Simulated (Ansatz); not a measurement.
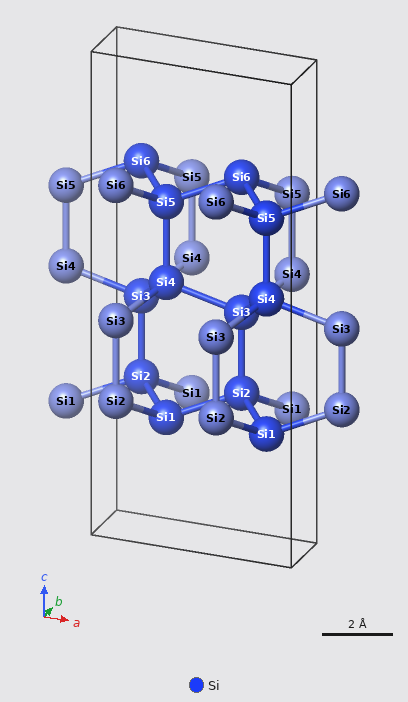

Figure 1. The structure as given in the input (ball-and-stick view of the 2 × 1 repeat of the cell, with the vacuum cut short, seen slightly off an axis; neighbours outside the cell are drawn fainter; atoms are numbered from 1 in the order of the input). An atom can appear more than once, as a periodic image. Near neighbours in the periodic cell (some may lie outside the picture): Si has 3 Si at 2.33 Å; Si has 4 Si at 2.33 to 2.35 Å.

# What a change does: geometry relaxation on Si

System: Si (slab, 6 atoms in the cell).
Method of run 1: DFT, LDA, plane waves, PAW, PAW set soft_1, no spin polarisation (Ansatz 0.2.0).

The structure derives from a Materials Project entry. The input holds or restrains some coordinates. Forces given for the steps count only the free coordinates. Text and figures count atoms from 1; the logs count them from 0 in places.

Input, run 1:
```yaml
crystal:
  lattice:
    - [3.8016851333, 0.0, 0.0]
    - [-1.9008425666, 3.2923559026, 0.0]
    - [0.0, 0.0, 21.0815226924]
  atoms:
    - { symbol: Si, position: [0.6666666667, 0.3333333333, 0.3320443263] }
    - { symbol: Si, position: [0.3333333333, 0.6666666667, 0.3696520843] }
    - { symbol: Si, position: [0.3333333333, 0.6666666667, 0.481196121] }
    - { symbol: Si, position: [0.6666666667, 0.3333333333, 0.518803879] }
    - { symbol: Si, position: [0.6666666667, 0.3333333333, 0.6303479157] }
    - { symbol: Si, position: [0.3333333333, 0.6666666667, 0.6679556737] }
basis:
  ecutwfc: "450 eV"
  xc_grid: 1
kpoints:
  mp_grid: { grid: [9, 9, 1] }
hamiltonian:
  xc: lda
  pseudopotentials: { kind: paw, azcp: { folder: soft_1 } }
scf:
  occupations: { method: gaussian, width: 0.05 }
output:
  forces: true
  eigenvalues: true
relax:
  adjacent_minimum: "off"
  f_tol: 0.03
  max_steps: 50
  constraints: [{ sites: [0, 1, 2] }]
efield:
  axis: 3
  dipole_correction: true
  ramp_width: 0.04
```

Command:
```bash
ansatz run input.yaml --threads 2 --pin off --max-ram 6144MiB --backend cpu --events-out ev --progress --plain --runs-dir out
```

Hardware: 2 threads of Arm Neoverse N1, 98 GiB of memory available, shared host.

Output, shortened to warnings, some set-up lines, iterations and results (run 1):
```
Warning: [file] the record states the generating functional pbe (its physics header spells it `PBE`), which answers neither for hamiltonian.xc's functional nor for the lda family's — results may be inconsistent (PPs are generated against a specific XC)
Basis set: ecut = 450 eV, 5773 PW (Γ)
Symmetry: 6 space group operations
k-points: 12 of 81 (time reversal used)
Initial density: superposition of atomic densities (neutral atoms: chi_scale 0, normalization atom)
[...]
SCF iter   1: F=—  HF=-3650.204779 eV  |F-HF|=—  |Δ(HF+E_count)|=         —  Δρ=3.02e-2  dr2=3.68e0  ethr=3.10e-3  p=0.000 e·Å  D=2.40e-14 V/Å  ΔV_dip=-0.00 eV  …
SCF iter   2: F=—  HF=-3649.347225 eV  |F-HF|=—  |Δ(HF+E_count)|=   8.58e-1  Δρ=9.84e-3  dr2=7.99e-1  ethr=3.10e-3  p=-0.000 e·Å  D=-9.24e-5 V/Å  ΔV_dip=0.00 eV  …
SCF iter   3: F=—  HF=-3649.202738 eV  |F-HF|=—  |Δ(HF+E_count)|=   1.44e-1  Δρ=1.58e-3  dr2=1.24e-2  ethr=3.10e-3  p=-0.000 e·Å  D=-5.18e-5 V/Å  ΔV_dip=0.00 eV  …
SCF iter   4: F=—  HF=-3649.198711 eV  |F-HF|=—  |Δ(HF+E_count)|=   4.03e-3  Δρ=3.78e-4  dr2=1.18e-3  ethr=5.16e-5  p=-0.000 e·Å  D=-1.72e-5 V/Å  ΔV_dip=0.00 eV  …
SCF iter   5: F=—  HF=-3649.198529 eV  |F-HF|=—  |Δ(HF+E_count)|=   1.82e-4  Δρ=1.55e-4  dr2=1.37e-4  ethr=4.93e-6  p=-0.000 e·Å  D=-1.95e-5 V/Å  ΔV_dip=0.00 eV  …
[... 21 lines ...]
SCF iter   2: F=—  HF=-3649.238085 eV  |F-HF|=—  |Δ(HF+E_count)|=   6.34e-8  Δρ=3.22e-6  dr2=2.93e-7  ethr=1.66e-9  p=0.014 e·Å  D=9.44e-3 V/Å  ΔV_dip=-0.20 eV  …
SCF iter   3: F=—  HF=-3649.238085 eV  |F-HF|=—  |Δ(HF+E_count)|=   5.24e-9  Δρ=2.25e-6  dr2=1.72e-7  ethr=1.22e-9  p=0.014 e·Å  D=9.43e-3 V/Å  ΔV_dip=-0.20 eV  …
SCF iter   4: F=-3649.238085 eV  HF=-3649.238085 eV  |F-HF|=9.53e-9  |Δ(HF+E_count)|=   2.81e-9  Δρ=1.20e-6  dr2=1.31e-8  ethr=4.17e-10  p=0.014 e·Å  D=9.43e-3 V/Å  …
SCF 4 converged in 4 iterations: F = -3649.238085 eV  dr2 = 1.31e-8
relax step   4: F+E_penalty+E_count = -3649.23808496 eV  Δ(F+E_penalty+E_count) = -2.889e-7 eV  max|allowed force component| = 2.280e-2 eV/Å  Δτ_max = 0.0000 Å  (4 SCF iters, …
SCF converged after 4 iterations
Free energy (F): -3649.238085 eV
Harris-Foulkes:  -3649.238085 eV  (|F-HF|=9.53e-9)
Internal energy: -3649.235235 eV  (E = F + TS)
E sigma→0 (E₀):  -3649.236660 eV
Entropy (-TS):   -0.002850 eV (-0.475 meV/atom)
Fermi energy:    0.123294 eV
Dipole field:    D = 0.009418 V/Å  (p = 0.013733 e·Å, saw-weighted, corrected)
Work function:   Φ+ = 4.7319 eV   Φ− = 4.9305 eV
Levels:          The Fermi level and band energies are counted from a zero that moves with the ramp; work functions are not
--- Per-component energies (eV) ---
  E_band       = -115.571393
  E_kinetic    = 242.321552
  E_local      = -4867.974716  (includes V_loc(G=0)·N_el)
  E_nonlocal   = 143.981195
  E_hartree    = 2331.904667
  E_xc         = -334.465258
  E_vxc        = -286.076036  (∫ρ·V_xc dr)
  E_paw        = -2909.252750  (= ΣΔE_a)
  E_vpaw       = -11.641286  (= ΣTr[D̂ρ^β])
  E_aug_tail   = 0.000177  (compensation charges beyond the density's cutoff)
  E_efield     = 0.000065  (sawtooth field / dipole correction)
  E_vefield    = 0.006344  (∫n·V_field dr)
  E_ewald      = 1743.743850
  E_core_change = 0.505985  (= ΣΔE_core)
  E_smearing   = -0.002850  (= −TS)
  E_closure    = 0.000000  (closes the sum)
  Σ components = -3649.238085   (vs F -3649.238085, Δ=0.00e0)
--- Forces (eV/Å), atoms counted from 1 ---
  atom   1  Si     0.00000000    -0.00000000     0.53962249
  atom   2  Si     0.00000000     0.00000000    -0.62206637
  atom   3  Si     0.00000000     0.00000000     0.10707568
  atom   4  Si     0.00000000    -0.00000000    -0.02279816
  atom   5  Si     0.00000000    -0.00000000     0.01116755
  atom   6  Si     0.00000000     0.00000000    -0.01295628
  max |Σ_I F_I| component: 4.49e-5 eV/Å
--- Relaxed structure (4 steps of the walk, 4 accepted, 0 SCFs on fresh bases) ---
  F+E_penalty+E_count = -3649.23808496 eV   max|allowed force component| = 2.280e-2 eV/Å
  atoms:
    - { symbol: Si, position: [0.6666666666666667, 0.33333333333333326, 0.3320443263000001] }
    - { symbol: Si, position: [0.3333333333333332, 0.6666666666666665, 0.36965208430000007] }
    - { symbol: Si, position: [0.3333333333333332, 0.6666666666666665, 0.48119612100000003] }
    - { symbol: Si, position: [0.6666666666666667, 0.33333333333333326, 0.5172762197837902] }
    - { symbol: Si, position: [0.6666666666666667, 0.33333333333333326, 0.6301702152262499] }
    - { symbol: Si, position: [0.3333333333333332, 0.6666666666666665, 0.6618359563154727] }
```

Run 2 used a changed input.

The two runs side by side:

| quantity | run 1 | run 2 |
| --- | --- | --- |
| outcome | converged | converged |
| free energy per atom (eV) | −608.2063 | −608.2063 |
| energy per atom, smearing taken to zero (eV) | −608.2061 | −608.2060 |
| gap on the mesh (eV) | 0.00 | 0.00 |
| largest force (eV/Å) | 0.622 | 0.622 |
| SCF iterations | 23 | 23 |
| irreducible k-points | 12 | 12 |
| work function (eV) | – | 4.73 |
| wall time (shared host) | 27 s | 22 s |

What was changed in the input?

The change (lines with − go, lines with + come):
```diff
-  ecutwfc: "450 eV"
-  xc_grid: 1
+  ecutwfc: 420
```

The free energy of run 2 is 0.06 meV per atom higher, which measures how much it depends on this numerical setting. More plane waves can only lower the energy of a fixed Hamiltonian, so the higher cutoff gives the lower value. The number of SCF iterations is the same.

Output, shortened to warnings, some set-up lines, iterations and results (run 2):
```
Warning: [file] the record states the generating functional pbe (its physics header spells it `PBE`), which answers neither for hamiltonian.xc's functional nor for the lda family's — results may be inconsistent (PPs are generated against a specific XC)
Basis set: ecut = 420 eV, 5147 PW (Γ)
Symmetry: 6 space group operations
k-points: 12 of 81 (time reversal used)
Initial density: superposition of atomic densities (neutral atoms: chi_scale 0, normalization atom)
[...]
SCF iter   1: F=—  HF=-3650.204753 eV  |F-HF|=—  |Δ(HF+E_count)|=         —  Δρ=3.02e-2  dr2=3.68e0  ethr=3.10e-3  p=-0.000 e·Å  D=-3.99e-15 V/Å  ΔV_dip=0.00 eV  …
SCF iter   2: F=—  HF=-3649.344684 eV  |F-HF|=—  |Δ(HF+E_count)|=   8.60e-1  Δρ=9.84e-3  dr2=7.92e-1  ethr=3.10e-3  p=0.000 e·Å  D=1.38e-5 V/Å  ΔV_dip=-0.00 eV  …
SCF iter   3: F=—  HF=-3649.202692 eV  |F-HF|=—  |Δ(HF+E_count)|=   1.42e-1  Δρ=1.60e-3  dr2=1.30e-2  ethr=3.10e-3  p=-0.000 e·Å  D=-2.56e-5 V/Å  ΔV_dip=0.00 eV  …
SCF iter   4: F=—  HF=-3649.198290 eV  |F-HF|=—  |Δ(HF+E_count)|=   4.40e-3  Δρ=3.96e-4  dr2=1.20e-3  ethr=5.43e-5  p=0.000 e·Å  D=3.24e-6 V/Å  ΔV_dip=-0.00 eV  …
SCF iter   5: F=—  HF=-3649.198138 eV  |F-HF|=—  |Δ(HF+E_count)|=   1.52e-4  Δρ=1.56e-4  dr2=1.46e-4  ethr=5.01e-6  p=-0.000 e·Å  D=-1.59e-5 V/Å  ΔV_dip=0.00 eV  …
[... 21 lines ...]
SCF iter   2: F=—  HF=-3649.237696 eV  |F-HF|=—  |Δ(HF+E_count)|=   2.02e-8  Δρ=3.06e-6  dr2=2.95e-7  ethr=1.60e-9  p=0.014 e·Å  D=9.45e-3 V/Å  ΔV_dip=-0.20 eV  …
SCF iter   3: F=—  HF=-3649.237696 eV  |F-HF|=—  |Δ(HF+E_count)|=   2.22e-9  Δρ=2.40e-6  dr2=2.06e-7  ethr=1.23e-9  p=0.014 e·Å  D=9.43e-3 V/Å  ΔV_dip=-0.20 eV  …
SCF iter   4: F=-3649.237696 eV  HF=-3649.237696 eV  |F-HF|=8.56e-9  |Δ(HF+E_count)|=   1.68e-9  Δρ=1.12e-6  dr2=1.15e-8  ethr=4.17e-10  p=0.014 e·Å  D=9.43e-3 V/Å  …
SCF 4 converged in 4 iterations: F = -3649.237696 eV  dr2 = 1.15e-8
relax step   4: F+E_penalty+E_count = -3649.23769640 eV  Δ(F+E_penalty+E_count) = -2.753e-7 eV  max|allowed force component| = 2.275e-2 eV/Å  Δτ_max = 0.0000 Å  (4 SCF iters, …
SCF converged after 4 iterations
Free energy (F): -3649.237696 eV
Harris-Foulkes:  -3649.237696 eV  (|F-HF|=8.56e-9)
Internal energy: -3649.234846 eV  (E = F + TS)
E sigma→0 (E₀):  -3649.236271 eV
Entropy (-TS):   -0.002851 eV (-0.475 meV/atom)
Fermi energy:    0.123322 eV
Dipole field:    D = 0.009430 V/Å  (p = 0.013751 e·Å, saw-weighted, corrected)
Work function:   Φ+ = 4.7318 eV   Φ− = 4.9306 eV
Levels:          The Fermi level and band energies are counted from a zero that moves with the ramp; work functions are not
--- Per-component energies (eV) ---
  E_band       = -115.572147
  E_kinetic    = 242.320834
  E_local      = -4867.989047  (includes V_loc(G=0)·N_el)
  E_nonlocal   = 143.980569
  E_hartree    = 2331.912373
  E_xc         = -334.464834
  E_vxc        = -286.075493  (∫ρ·V_xc dr)
  E_paw        = -2909.253321  (= ΣΔE_a)
  E_vpaw       = -11.641995  (= ΣTr[D̂ρ^β])
  E_aug_tail   = 0.000225  (compensation charges beyond the density's cutoff)
  E_efield     = 0.000065  (sawtooth field / dipole correction)
  E_vefield    = 0.006353  (∫n·V_field dr)
  E_ewald      = 1743.752306
  E_core_change = 0.505985  (= ΣΔE_core)
  E_smearing   = -0.002851  (= −TS)
  E_closure    = 0.000000  (closes the sum)
  Σ components = -3649.237696   (vs F -3649.237696, Δ=0.00e0)
--- Forces (eV/Å), atoms counted from 1 ---
  atom   1  Si     0.00000000    -0.00000000     0.53963251
  atom   2  Si     0.00000000     0.00000000    -0.62215498
  atom   3  Si     0.00000000     0.00000000     0.10708154
  atom   4  Si     0.00000000    -0.00000000    -0.02274648
  atom   5  Si    -0.00000000    -0.00000000     0.01100247
  atom   6  Si    -0.00000000     0.00000000    -0.01278687
  max |Σ_I F_I| component: 2.82e-5 eV/Å
--- Relaxed structure (4 steps of the walk, 4 accepted, 0 SCFs on fresh bases) ---
  F+E_penalty+E_count = -3649.23769640 eV   max|allowed force component| = 2.275e-2 eV/Å
  atoms:
    - { symbol: Si, position: [0.6666666666666667, 0.33333333333333326, 0.3320443263000001] }
    - { symbol: Si, position: [0.3333333333333332, 0.6666666666666665, 0.36965208430000007] }
    - { symbol: Si, position: [0.3333333333333332, 0.6666666666666665, 0.48119612100000003] }
    - { symbol: Si, position: [0.6666666666666667, 0.33333333333333326, 0.5172759511560172] }
    - { symbol: Si, position: [0.6666666666666667, 0.33333333333333326, 0.630170589019215] }
    - { symbol: Si, position: [0.3333333333333332, 0.6666666666666665, 0.6618343360693912] }
```

For both runs: Warnings: the PAW datasets were made with another functional.
